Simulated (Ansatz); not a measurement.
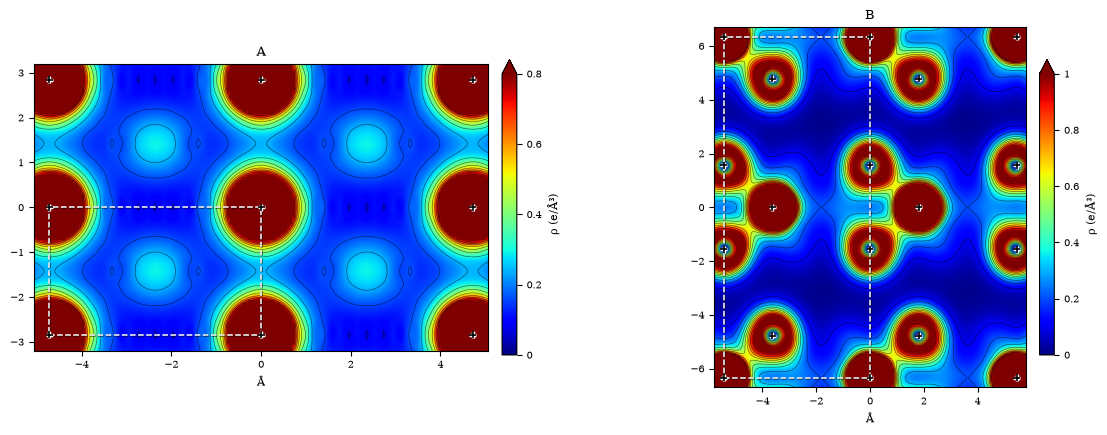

The valence charge density (pseudo) of 2 systems, each on a plane through atoms (crosses mark nuclei in the plane).

The calculation used DFT PBEsol, scalar-relativistic, plane waves, PAW in Ansatz.

System 1: WS₂, the (100) plane of the conventional cell. Space group C2/c; not relaxed (largest force 0.8 eV/Å).

System 2: Ge, the (100) plane of the conventional cell. Space group P6/mmm.

```
CELL_PARAMETERS angstrom
4.71976 0.00000 0.00000
-2.35988 4.08743 0.00000
0.00000 0.00000 2.84558
ATOMIC_POSITIONS crystal
Ge 0.00000 0.00000 0.00000
Ge 0.33333 0.66667 0.50000
Ge 0.66667 0.33333 0.50000
```

Q: Which map belongs to which system?

A: Panel A is system 2, Ge: the plane holds Ge. Ge–Ge (2.85 Å): the density is about 0.24 e/Å³ at the midpoint. Panel B is system 1, WS₂: the plane holds W and S. W–S (2.40 Å): the density is about 0.64 e/Å³ at the midpoint.
